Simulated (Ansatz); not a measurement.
**The perfect SiC wire along [110], 2 atoms a period, H-terminated**

Aim: is the SiC wire along [110], 2 atoms a period, H-terminated a metal or a semiconductor?

Main program and level: Ansatz 0.2.0; DFT PBE, plane waves, PAW; relaxation of a wire's period, in the first sound run; inputs show where later runs differ.

## 1. Set-up

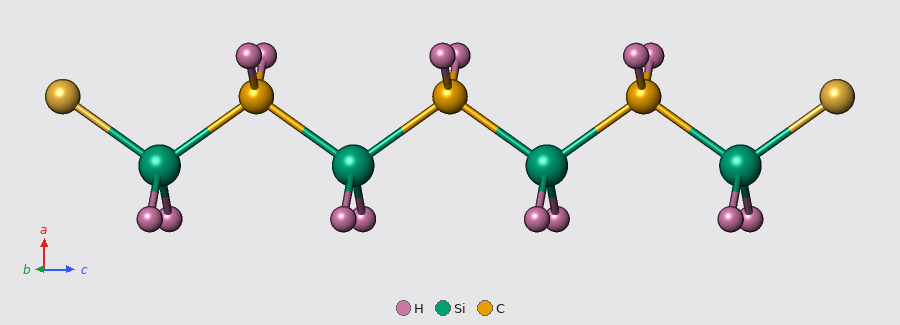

Start, viewed from the side, with the c axis across the page; hydrogen pink, silicon teal, carbon orange. 1×1×3 cells are drawn. Some periodic images of atoms are drawn too.

The cell holds 6 atoms: 4 H, 1 Si and 1 C. Cell: a = 9.390 Å, b = 9.200 Å, c = 3.097 Å, α = 90.0°, β = 90.0°, γ = 90.0°. Vacuum lies along a and b. The structure's axis is c.

## 2. The relaxed wire

Band widths follow the bond lengths, so the wire is relaxed first. The atoms and the third cell vector are free; the box across stays fixed as vacuum. A Fermi-Dirac smearing is set since the result may be a metal. The pressure printed is a third of the stress's trace over the whole box, vacuum included; only the stress along the axis is relaxed.

input.yaml reads:

```yaml
crystal:
  lattice:
    - [9.39, 0.0, 0.0]
    - [0.0, 9.2, 0.0]
    - [0.0, 0.0, 3.0971277016]
  atoms:
    - { symbol: H, position: [0.362087327, 0.630489125, 0.0] }
    - { symbol: Si, position: [0.452471235, 0.500027171, 0.0] }
    - { symbol: C, position: [0.569084653, 0.500027171, 0.5] }
    - { symbol: H, position: [0.637948583, 0.400627587, 0.5] }
    - { symbol: H, position: [0.637948583, 0.599426755, 0.5] }
    - { symbol: H, position: [0.362087327, 0.369565217, 0.0] }
kpoints:
  mp_grid: { grid: [1, 1, 26] }
scf:
  occupations: { method: fermi_dirac, width: 0.05 }
hamiltonian:
  xc: pbe
relax:
  cell: { fix: [a, b, alpha, beta, gamma] }
  max_steps: 60
```

Run with:

```bash
$ ansatz run input.yaml --threads 8 --pin off --max-ram 16384MiB --backend cpu --events-out ev --progress --plain --runs-dir out
```

Numbers of over 12 decimals in the logs are rounded to 6 here.

Output:

```text
Engine: ansatz 0.2.0, x86_64-unknown-linux-gnu
Pseudopotentials: kind: paw
Pseudopotential: H, paw, valence charge 1, recommended cutoff 420 eV (normal), H.paw.azcp
Pseudopotential: Si, paw, valence charge 4, recommended cutoff 420 eV (normal), Si.paw.azcp
Pseudopotential: C, paw, valence charge 4, recommended cutoff 420 eV (normal), C.paw.azcp
Functional definition: PBE
  parameter kappa = 0.804
  parameter beta = 0.066725
  exchange = pbe_x(kappa = kappa, mu = beta*pi^2/3)
  correlation = pbe_c(beta = beta)
Crystal: 6 atoms, lattice volume = 267.555 Å³
Basis set: ecut = 420 eV, 5207 PW (Γ), exchange–correlation on 128×128×48 points (8 copies of the dense FFT grid, shifted against one another)
Bands: 12, of which v1, the nominal top of the filled ones, is band 6 counted from 1 (5 counted from 0)
Symmetry: 4 space group operations
Space group: Pmm2 (ITA 25), of the structure as read, at distance tolerance 6.4e-5 Å
k-points: 14 of 26
Non-local potential: H, projectors of the file, l = 0: 2, l = 1: 1
Non-local potential: Si, projectors of the file, l = 0: 2, l = 1: 2, l = 2: 2
Non-local potential: C, projectors of the file, l = 0: 2, l = 1: 2, l = 2: 1
PAW form: soft (Blöchl's): semilocal exchange-correlation on the pseudo side does not see the compensation charge
PAW one-centre angular grid: H, 110 points (default); XC on 64 Gauss nodes
PAW one-centre angular grid: Si, 110 points (default); XC on 64 Gauss nodes
PAW one-centre angular grid: C, 110 points (default); XC on 64 Gauss nodes
Initial density: superposition of atomic densities (neutral atoms: chi_scale 0, normalization atom), corrected by the library's trained network
Initial wavefunctions: pseudopotential atomic-orbital guess
Functional: x = pbe(κ = 0.804, μ = 0.219515), c = pbe(β = 0.066725)
SCF iter   1: F=—  HF=-950.869714 eV  |F-HF|=—  |Δ(HF+E_count)|=         —  Δρ=1.52e-3  dr2=7.18e-3  ethr=1.77e-3  ⟨swp⟩=6.6  Hψ=1385  notcnv=0
preconditioner: auto → Resta (q_TF=auto, 1.626 Å⁻¹)  ε∞=1.5  [insulator: Δε(μ)=4.459 eV  Ē_g=11.277 eV  σ=0.050 eV  W_gap=1.00  n_scr=20 (ndim 8)  ℏωp=7.9 eV  f_vac=0.683  D(μ)=0.00/eV (n_scr^D=0)  ε∞_Penn≈1.5  vacuum switching on, ρ_ref=9.2e-3 e/Å³]
SCF iter   2: F=—  HF=-950.876428 eV  |F-HF|=—  |Δ(HF+E_count)|=   6.71e-3  Δρ=6.27e-4  dr2=1.48e-3  ethr=5.98e-5  ⟨swp⟩=2.6  Hψ=392  notcnv=0  defer=25
SCF iter   3: F=—  HF=-950.879308 eV  |F-HF|=—  |Δ(HF+E_count)|=   2.88e-3  Δρ=1.88e-4  dr2=1.58e-4  ethr=1.23e-5  ⟨swp⟩=2.6  Hψ=267  notcnv=0  defer=25
SCF iter   4: F=—  HF=-950.879492 eV  |F-HF|=—  |Δ(HF+E_count)|=   1.84e-4  Δρ=5.60e-5  dr2=1.05e-5  ethr=1.32e-6  ⟨swp⟩=2.1  Hψ=269  notcnv=0  defer=25
SCF iter   5: F=—  HF=-950.879540 eV  |F-HF|=—  |Δ(HF+E_count)|=   4.78e-5  Δρ=1.44e-5  dr2=8.87e-7  ethr=8.78e-8  ⟨swp⟩=2.3  Hψ=254  notcnv=0  defer=25
SCF iter   6: F=—  HF=-950.879540 eV  |F-HF|=—  |Δ(HF+E_count)|=   2.31e-7  Δρ=7.23e-6  dr2=1.69e-7  ethr=8.33e-10  ⟨swp⟩=5.7  Hψ=554  notcnv=0
SCF iter   7: F=-950.879539 eV  HF=-950.879539 eV  |F-HF|=6.16e-10  |Δ(HF+E_count)|=   3.33e-8  Δρ=1.69e-6  dr2=8.03e-9  ethr=8.33e-10  ⟨swp⟩=5.0  Hψ=505  notcnv=0
SCF 1 converged in 7 iterations: F = -950.879539 eV  dr2 = 8.03e-9
  greatest PAW one-centre occupation: 0.643 electrons in one spin orbital (limit 2), on the C atom at site 2 (counted from 0), in its partial waves of l = 0
relax step   1: F+E_penalty+E_count = -950.87953949 eV  Δ(F+E_penalty+E_count) = +0.000e0 eV  max|allowed force component| = 1.416e0 eV/Å  Δτ_max = 0.0000 Å  P = -0.026 GPa  Ω = 267.555 Å³  fix = [a, b, alpha, beta, gamma]  reactions: a -0.402, b -0.076 GPa  (7 SCF iters, dr2 threshold 1.00e-7 eV, accepted)
Crystal: 6 atoms, lattice volume = 273.412 Å³
Basis set: ecut = 420 eV, 5379 PW (Γ), exchange–correlation on 128×128×48 points (8 copies of the dense FFT grid, shifted against one another)
Initial density: handed on by an earlier stage of this run
Initial wavefunctions: those handed on with the density
iter 1 solved again at ethr=1.29e-4 eV; its pass at ethr=3.10e-3 eV (dr2=1.55e-2 eV) is discarded
SCF iter   1: F=—  HF=-950.936927 eV  |F-HF|=—  |Δ(HF+E_count)|=         —  Δρ=2.69e-3  dr2=1.70e-2  ethr=1.29e-4  ⟨swp⟩=1.0  Hψ=1344  notcnv=0
preconditioner: auto → Resta (q_TF=auto, 1.620 Å⁻¹)  ε∞=1.5  [insulator: Δε(μ)=5.030 eV  Ē_g=11.313 eV  σ=0.050 eV  W_gap=1.00  n_scr=20 (ndim 8)  ℏωp=7.8 eV  f_vac=0.692  D(μ)=0.00/eV (n_scr^D=0)  ε∞_Penn≈1.5  vacuum switching on, ρ_ref=9.3e-3 e/Å³]
SCF iter   2: F=—  HF=-950.932920 eV  |F-HF|=—  |Δ(HF+E_count)|=   4.01e-3  Δρ=1.15e-3  dr2=2.64e-3  ethr=1.29e-4  ⟨swp⟩=2.2  Hψ=263  notcnv=0
SCF iter   3: F=—  HF=-950.932733 eV  |F-HF|=—  |Δ(HF+E_count)|=   1.86e-4  Δρ=3.45e-4  dr2=2.37e-4  ethr=2.20e-5  ⟨swp⟩=2.2  Hψ=261  notcnv=0
SCF iter   4: F=—  HF=-950.932757 eV  |F-HF|=—  |Δ(HF+E_count)|=   2.33e-5  Δρ=8.32e-5  dr2=2.13e-5  ethr=1.97e-6  ⟨swp⟩=2.0  Hψ=247  notcnv=0
SCF iter   5: F=—  HF=-950.932755 eV  |F-HF|=—  |Δ(HF+E_count)|=   1.35e-6  Δρ=2.56e-5  dr2=1.16e-6  ethr=1.77e-7  ⟨swp⟩=2.6  Hψ=232  notcnv=0
SCF iter   6: F=-950.932756 eV  HF=-950.932756 eV  |F-HF|=2.31e-8  |Δ(HF+E_count)|=   5.74e-7  Δρ=4.53e-6  dr2=4.04e-8  ethr=5.00e-9  ⟨swp⟩=4.9  Hψ=538  notcnv=0
SCF 2 converged in 6 iterations: F = -950.932756 eV  dr2 = 4.04e-8
  greatest PAW one-centre occupation: 0.647 electrons in one spin orbital (limit 2), on the C atom at site 2 (counted from 0), in its partial waves of l = 0
relax step   2: F+E_penalty+E_count = -950.93275598 eV  Δ(F+E_penalty+E_count) = -5.322e-2 eV  max|allowed force component| = 1.635e-1 eV/Å  Δτ_max = 0.0416 Å  P = -0.011 GPa  Ω = 273.412 Å³  energy of the carried Pulay correction = -1.907e-3 eV  fix = [a, b, alpha, beta, gamma]  reactions: a +0.048, b +0.056 GPa  (6 SCF iters, dr2 threshold 6.00e-7 eV, accepted)
Crystal: 6 atoms, lattice volume = 272.907 Å³
Basis set: ecut = 420 eV, 5343 PW (Γ), exchange–correlation on 128×128×48 points (8 copies of the dense FFT grid, shifted against one another)
iter 1 solved again at ethr=1.25e-5 eV; its pass at ethr=3.10e-3 eV (dr2=1.50e-3 eV) is discarded
SCF iter   1: F=—  HF=-950.936044 eV  |F-HF|=—  |Δ(HF+E_count)|=         —  Δρ=7.86e-4  dr2=1.64e-3  ethr=1.25e-5  ⟨swp⟩=1.6  Hψ=1213  notcnv=0
preconditioner: auto → Resta (q_TF=auto, 1.621 Å⁻¹)  ε∞=1.5  [insulator: Δε(μ)=5.094 eV  Ē_g=11.343 eV  σ=0.050 eV  W_gap=1.00  n_scr=20 (ndim 8)  ℏωp=7.8 eV  f_vac=0.685  D(μ)=0.00/eV (n_scr^D=0)  ε∞_Penn≈1.5  vacuum switching on, ρ_ref=9.3e-3 e/Å³]
SCF iter   2: F=—  HF=-950.935610 eV  |F-HF|=—  |Δ(HF+E_count)|=   4.35e-4  Δρ=3.12e-4  dr2=1.50e-4  ethr=1.25e-5  ⟨swp⟩=2.4  Hψ=255  notcnv=0
SCF iter   3: F=—  HF=-950.935626 eV  |F-HF|=—  |Δ(HF+E_count)|=   1.64e-5  Δρ=1.33e-4  dr2=2.33e-5  ethr=1.25e-6  ⟨swp⟩=2.7  Hψ=251  notcnv=0
SCF iter   4: F=—  HF=-950.935627 eV  |F-HF|=—  |Δ(HF+E_count)|=   1.19e-6  Δρ=2.19e-5  dr2=7.52e-7  ethr=1.94e-7  ⟨swp⟩=2.1  Hψ=252  notcnv=0
SCF iter   5: F=-950.935627 eV  HF=-950.935627 eV  |F-HF|=1.17e-8  |Δ(HF+E_count)|=   1.08e-7  Δρ=4.58e-6  dr2=4.22e-8  ethr=5.00e-9  ⟨swp⟩=4.9  Hψ=511  notcnv=0
SCF 3 converged in 5 iterations: F = -950.935627 eV  dr2 = 4.22e-8
relax step   3: F+E_penalty+E_count = -950.93562748 eV  Δ(F+E_penalty+E_count) = -2.871e-3 eV  max|allowed force component| = 4.302e-2 eV/Å  Δτ_max = 0.0105 Å  P = -0.032 GPa  Ω = 272.907 Å³  energy of the carried Pulay correction = -1.744e-3 eV  fix = [a, b, alpha, beta, gamma]  reactions: a -0.028, b +0.001 GPa  (5 SCF iters, dr2 threshold 6.00e-7 eV, accepted)
[...]
relax step   4: F+E_penalty+E_count = -950.93579109 eV  Δ(F+E_penalty+E_count) = -1.636e-4 eV  max|allowed force component| = 1.914e-2 eV/Å  Δτ_max = 0.0013 Å  P = -0.017 GPa  Ω = 272.677 Å³  energy of the carried Pulay correction = -1.670e-3 eV  fix = [a, b, alpha, beta, gamma]  reactions: a -0.027, b +0.007 GPa  (4 SCF iters, dr2 threshold 1.16e-7 eV, accepted)
[...]
relax step   5: F+E_penalty+E_count = -950.93583646 eV  Δ(F+E_penalty+E_count) = -4.537e-5 eV  max|allowed force component| = 2.904e-2 eV/Å  Δτ_max = 0.0011 Å  P = -0.000 GPa  Ω = 272.555 Å³  energy of the carried Pulay correction = -1.631e-3 eV  fix = [a, b, alpha, beta, gamma]  reactions: a -0.010, b +0.004 GPa  (5 SCF iters, dr2 threshold 2.29e-8 eV, accepted)
[...]
relax step   6: F+E_penalty+E_count = -950.93585785 eV  Δ(F+E_penalty+E_count) = -2.139e-5 eV  max|allowed force component| = 1.080e-3 eV/Å  Δτ_max = 0.0007 Å  P = -0.004 GPa  Ω = 272.530 Å³  energy of the carried Pulay correction = -1.623e-3 eV  fix = [a, b, alpha, beta, gamma]  reactions: a -0.017, b +0.007 GPa  (4 SCF iters, dr2 threshold 5.27e-8 eV, accepted)
Initial wavefunctions: pseudopotential atomic-orbital guess (no wavefunctions were taken with the density)
iter 1 solved again at ethr=1.62e-6 eV; its pass at ethr=3.10e-3 eV (dr2=1.95e-4 eV) is discarded
SCF iter   1: F=—  HF=-950.936395 eV  |F-HF|=—  |Δ(HF+E_count)|=         —  Δρ=8.46e-5  dr2=1.04e-6  ethr=1.62e-6  ⟨swp⟩=3.1  Hψ=1821  notcnv=0
eigensolver tolerance schedule: the retry pair's looser diagonalisation over-reported the residual by 186.04 of it (diagonalisation noise at 0.11 of the residual, at the tolerance the schedule requests for it); recorded, not acted on — ethr = c·dr2/N_el stays at c = 1.0e-1
preconditioner: auto → Resta (q_TF=auto, 1.621 Å⁻¹)  ε∞=1.5  [insulator: Δε(μ)=5.080 eV  Ē_g=11.348 eV  σ=0.050 eV  W_gap=1.00  n_scr=20 (ndim 8)  ℏωp=7.8 eV  f_vac=0.685  D(μ)=0.00/eV (n_scr^D=0)  ε∞_Penn≈1.5  vacuum switching on, ρ_ref=9.3e-3 e/Å³]
SCF iter   2: F=—  HF=-950.937374 eV  |F-HF|=—  |Δ(HF+E_count)|=   9.80e-4  Δρ=4.25e-5  dr2=2.49e-7  ethr=8.67e-9  ⟨swp⟩=2.4  Hψ=270  notcnv=0
SCF iter   3: F=—  HF=-950.937857 eV  |F-HF|=—  |Δ(HF+E_count)|=   4.82e-4  Δρ=7.03e-6  dr2=4.96e-8  ethr=2.07e-9  ⟨swp⟩=2.4  Hψ=291  notcnv=0
SCF iter   4: F=—  HF=-950.937874 eV  |F-HF|=—  |Δ(HF+E_count)|=   1.77e-5  Δρ=1.20e-6  dr2=2.44e-9  ethr=4.13e-10  ⟨swp⟩=2.3  Hψ=256  notcnv=0
SCF iter   5: F=—  HF=-950.937875 eV  |F-HF|=—  |Δ(HF+E_count)|=   1.03e-6  Δρ=1.93e-7  dr2=7.93e-11  ethr=2.03e-11  ⟨swp⟩=2.4  Hψ=251  notcnv=0
SCF iter   6: F=-950.937875 eV  HF=-950.937875 eV  |F-HF|=6.24e-10  |Δ(HF+E_count)|=  9.71e-10  Δρ=5.26e-8  dr2=5.74e-12  ethr=1.00e-12  ⟨swp⟩=5.1  Hψ=517  notcnv=0
SCF 7 converged in 6 iterations: F = -950.937875 eV  dr2 = 5.74e-12
relax step   7: F+E_penalty+E_count = -950.93787548 eV  Δ(F+E_penalty+E_count) = -2.018e-3 eV  max|allowed force component| = 2.174e-3 eV/Å  Δτ_max = 0.0000 Å  P = +0.005 GPa  Ω = 272.530 Å³  fix = [a, b, alpha, beta, gamma]  reactions: a -0.012, b +0.007 GPa  stress off target by 2.01e-2 GPa on what of the cell is left free  SCF on the basis re-selected at this cell (its energy is not comparable with the rows above)  (6 SCF iters)
basis re-selected at this cell: Δ(F+E_penalty+E_count) = -2.018e-3 eV, ΔP = +0.009 GPa vs the last step (what re-selecting the basis moved, of the pressure what is left beyond the Pulay correction that the steps carried, after the strain that the cell walked since its last selection, with what the two solves' SCF thresholds leave and, on support functions, any second-order correction that the steps lacked; it is no m [...]
SCF converged after 6 iterations
Free energy (F): -950.937875 eV
Harris-Foulkes:  -950.937875 eV  (|F-HF|=6.24e-10)
Internal energy: -950.937875 eV  (E = F + TS)
E sigma→0 (E₀):  -950.937875 eV
Fermi energy:    -2.425783 eV
--- Per-component energies (eV) ---
  E_band       = -110.667661
  E_kinetic    = 186.899773
  E_local      = -1114.459005  (includes V_loc(G=0)·N_el)
  E_nonlocal   = 59.157533
  E_hartree    = 461.335418
  E_xc         = -139.435765
  E_vxc        = -152.783379  (∫ρ·V_xc dr)
  E_paw        = -614.488838  (= ΣΔE_a)
  E_vpaw       = -12.148235  (= ΣTr[D̂ρ^β])
  E_aug_tail   = -0.005184  (compensation charges beyond the density's cutoff)
  E_ewald      = 210.058192
  E_smearing   = -0.000000  (= −TS)
  E_closure    = 0.000000  (closes the sum)
  Σ components = -950.937875   (vs F -950.937875, Δ=0.00e0)
--- Forces (eV/Å), atoms counted from 1 ---
  atom   1  H      0.00005800    -0.00034842    -0.00000000
  atom   2  Si    -0.00014769     0.00000000     0.00000000
  atom   3  C      0.00217451    -0.00000000    -0.00000000
  atom   4  H     -0.00107107     0.00059410     0.00000000
  atom   5  H     -0.00107107    -0.00059410     0.00000000
  atom   6  H      0.00005800     0.00034842    -0.00000000
  max |Σ_I F_I| component: 6.98e-7 eV/Å
--- Stress (GPa, compression-positive) ---
       -0.012191      -0.000000      -0.000000
       -0.000000       0.006799      -0.000000
       -0.000000      -0.000000       0.020051
  P = ⅓ Tr σ = 0.0049 GPa (0.049 kbar)
--- Relaxed structure (6 steps of the walk, 6 accepted, 1 SCFs on fresh bases) ---
  F+E_penalty+E_count = -950.93787548 eV   max|allowed force component| = 2.174e-3 eV/Å   (the final SCF, on the basis selected at the relaxed cell)
  cell:  # Å, volume = 272.5300 Å³
    - [9.39, 0, 0]
    - [0, 9.2, 0]
    - [0, 0, 3.154721]
  atoms:
    - { symbol: H, position: [0.362525, 0.631398, 0] }
    - { symbol: Si, position: [0.456773, 0.500027171, -7.240122168456558e-19] }
    - { symbol: C, position: [0.566705, 0.500027171, 0.5] }
    - { symbol: H, position: [0.636550, 0.403786, 0.5] }
    - { symbol: H, position: [0.636550, 0.596268, 0.5] }
    - { symbol: H, position: [0.362525, 0.368656, 0] }
```

It took 10 s on 8 threads of Intel Xeon Platinum 8488C (Sapphire Rapids), shared host; peak memory 0.61 GiB; 36 s of CPU time.

Step by step:

| step | energy less that of the first step (eV) | largest force component (eV/Å) | pressure (GPa) | volume (Å³) |
| --- | --- | --- | --- | --- |
| 1 | 0.0000 | 1.4161 | -0.03 | 267.55 |
| 2 | -0.0532 | 0.1635 | -0.01 | 273.41 |
| 3 | -0.0561 | 0.0430 | -0.03 | 272.91 |
| 4 | -0.0563 | 0.0191 | -0.02 | 272.68 |
| 5 | -0.0563 | 0.0290 | 0.00 | 272.55 |
| 6 | -0.0563 | 0.0011 | 0.00 | 272.53 |
| 7* | -0.0583 | 0.0022 | 0.00 | 272.53 |

Relaxation steps marked * repeat the geometry before them on a plane-wave basis chosen anew for their cell, so energy and pressure can jump there.

The run keeps the 4 symmetry operations that it works with, so distortions that break them were not tested.

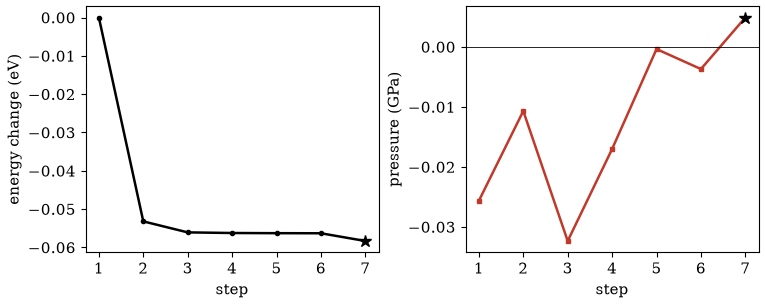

Energy and pressure along the relaxation. Stars mark steps on a basis chosen anew.

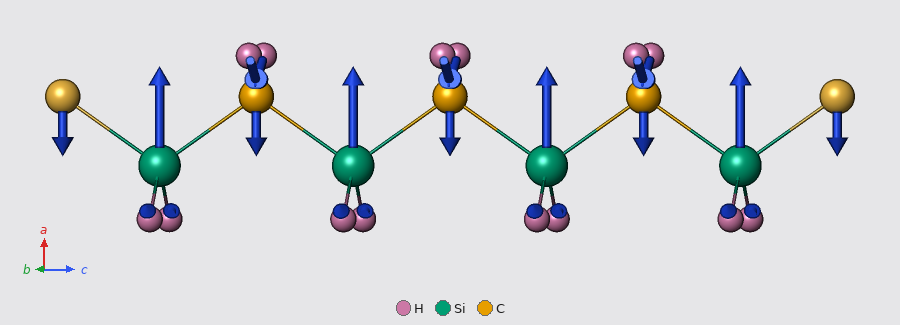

Displacements in the relaxation, exaggerated, measured against the changing cell; the longest in the cell stands for 0.04 Å. 1×1×3 cells are drawn. Some periodic images of atoms are drawn too.

| cell as run | before | after | change |
| --- | --- | --- | --- |
| c (Å) | 3.097 | 3.155 | +1.9 % |

The atoms that moved most (Å, along periodic axes as changes of fractional coordinates times the final cell, across vacuum about the mean position):

| atom | dx | dy | dz | length |
| --- | --- | --- | --- | --- |
| Si2 | 0.040 | 0.000 | 0.000 | 0.040 |
| H4 | -0.013 | 0.029 | 0.000 | 0.032 |
| H5 | -0.013 | -0.029 | 0.000 | 0.032 |
| C3 | -0.022 | 0.000 | 0.000 | 0.022 |
| H6 | 0.004 | -0.008 | 0.000 | 0.009 |
| H1 | 0.004 | 0.008 | 0.000 | 0.009 |

Final coordinates:

```xyz
6
Lattice="9.3900 0.0000 0.0000 0.0000 9.2000 0.0000 0.0000 0.0000 3.1547" Properties=species:S:1:pos:R:3
H     3.4041    5.8089    0.0000
Si    4.2891    4.6002    0.0000
C     5.3214    4.6002    1.5774
H     5.9772    3.7148    1.5774
H     5.9772    5.4857    1.5774
H     3.4041    3.3916    0.0000
```

Numbers from this step:

```yaml
cell_length_along_the_wire: 3.155 Å
```

The cell's length comes to 3.155 Å with spin left out.

[end of part 1 of 3]

[Logs are printed without paths, hosts, clocks, repeated set-up lines and the standing remarks that a program may print on its own settings, such as how far it seeks lower states.]

[Hosts, paths, dates, database ids (printed as entryN), source tags and the programs' standing remarks are cut or masked in the printed files.]
